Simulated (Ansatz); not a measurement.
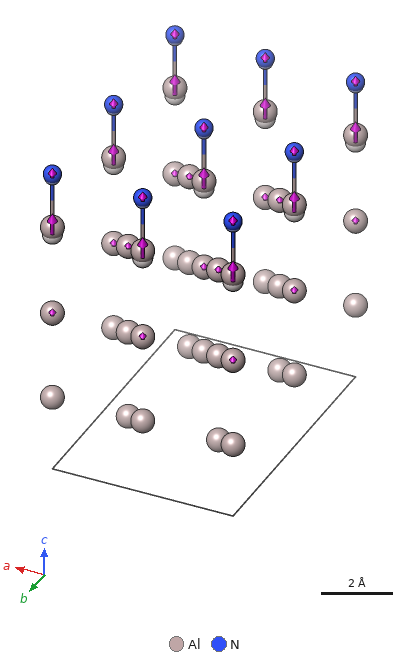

This is a constrained relaxation of a slab of composition Al6N (cut from the Fm-3m phase). The starting structure is drawn faded, the final one solid; purple arrows show the displacements, 3 times their true length.

Style: ball-and-stick. Shown: the 2 × 2 repeat of the cell, outlined in the plane, without the vacuum, from a free direction.

Case: N put at a top Al site. The slab is the (1 1 0) face of Al with N on it. 3 atoms are held fixed.

The calculation used DFT PBEsol, scalar-relativistic, plane waves, PAW (Ansatz). (plane-wave cutoff 420 eV; k-point mesh 10 × 7 × 1; occupations gaussian; smearing width 0.1 eV; no spin polarisation; dipole correction; atoms relaxed in a fixed cell; force threshold 0.03 eV/Å; at most 70 steps)

Q: Atoms of which element are displaced furthest, and by how much?

A: Aluminium: up to 0.24 Å, against 0.11 Å for nitrogen.

Q: What did the optimiser do to the structure, and how much energy did it gain?

A: Over 3 accepted moves (4 points after the start) the energy falls by 0.172 eV per cell of the calculation. Largest force component: 2.2 eV/Å at the start, 0.014 eV/Å at the end. 1 step only repeated the SCF at the same geometry. An Al atom moves most: 0.24 Å along the normal (+c). By element the largest moves are Al 0.24 Å, N 0.11 Å. The cell stays as it was. Among the contacts that change: Al–N 1.920 → 1.792 Å.

Limits of the set-up: the cell has an odd number of electrons but was run without spin polarisation; the periodic images lie only 2.8 Å apart, so the values are limited by the cell's size.
